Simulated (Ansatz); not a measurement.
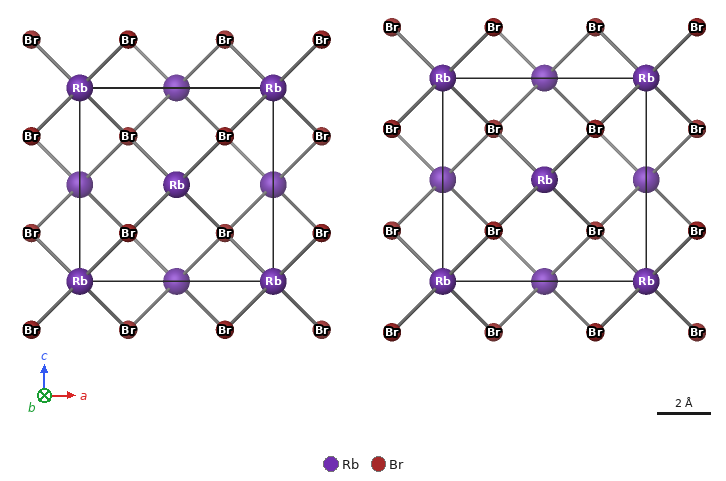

Two geometries of crystalline RbBr (built on the zincblende type), drawn at one scale. One is the start of a relaxation, the other its converged end. The picture is a ball-and-stick view of the conventional cell (4 times the calculation's cell), seen along the b axis. Lengths and directions refer to the drawn axes.

Level of theory: DFT, PBE, plane waves, PAW (Ansatz). Settings: plane-wave cutoff 420 eV; k-point mesh 6 × 6 × 6; occupations fermi dirac; smearing width 0.02 eV; no spin polarisation; cell and atoms relaxed; force threshold 0.005 eV/Å.

> Which one is relaxed?

The right one is the relaxed one. No atom moves by more than 0.005 Å relative to the cell. Cell: a = b = c 7.407 → 7.786 Å (+5.1 %). Volume +16.1 %. Near-neighbour distances that change, for instance: Br–Rb 3.207 → 3.371 Å. The space group stays F-43m (No. 216). After 3 accepted moves (4 points after the start) the energy has fallen by 78.4 meV per cell of the calculation. All forces vanish by symmetry, so only the cell relaxes. The pressure goes from 1.74 to 0.02 GPa. At 1 point the geometry stayed and the basis and grid were re-selected for the new cell (energy shift of 0.2 meV per cell of the calculation at most each time). The run took of the order of 12 core-seconds on a shared host.
